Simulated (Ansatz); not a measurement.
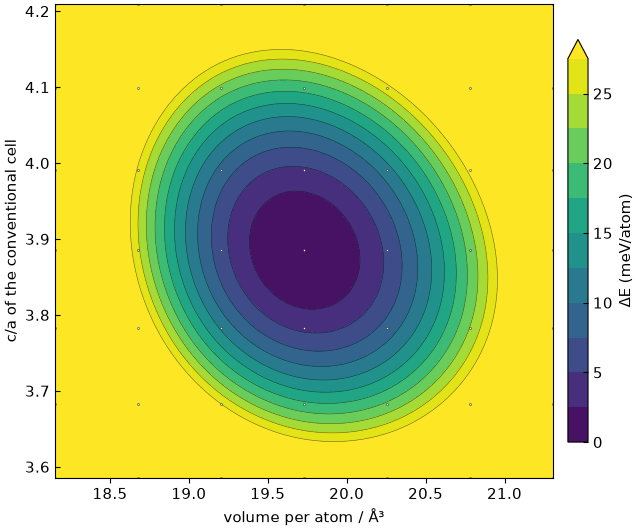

MoSe2 (P6_3/mmc, No. 194; 6 atoms in the cell). The energy is mapped over volume and the cell's shape. The first coordinate is: volume per atom; the second: c/a of the conventional cell. Nothing is relaxed (fractional coordinates fixed). The scan uses a 7 × 7 grid. Points are written as (first, second). All energies are given in meV/atom relative to the lowest grid point. Level of theory: DFT PBE+D3(BJ), scalar-relativistic, plane waves, PAW in Ansatz. Settings: cutoff 420 eV, k-mesh 12×12×4 in the order of the run's cell vectors, gaussian smearing 0.05 eV, no spin polarisation.

The picture shows filled contours, dots at the grid points, one colour for all values above the top of the scale. Between grid points the surface is interpolated.

Estimate the position of the minimum and the force constants in these coordinates.

The interpolated minimum is at volume per atom ≈ 19.73 Å³, c/a of the conventional cell ≈ 3.885. The curvatures there are about 0.25 eV/(Å³)² and 5.1 eV, with a cross term of about 0.16 eV/Å³ (per cell of 6 atoms). Round the minimum the two coordinates are weakly coupled (coupling 0.14 in units of the two stiffnesses).

PAW datasets: the set soft_1.
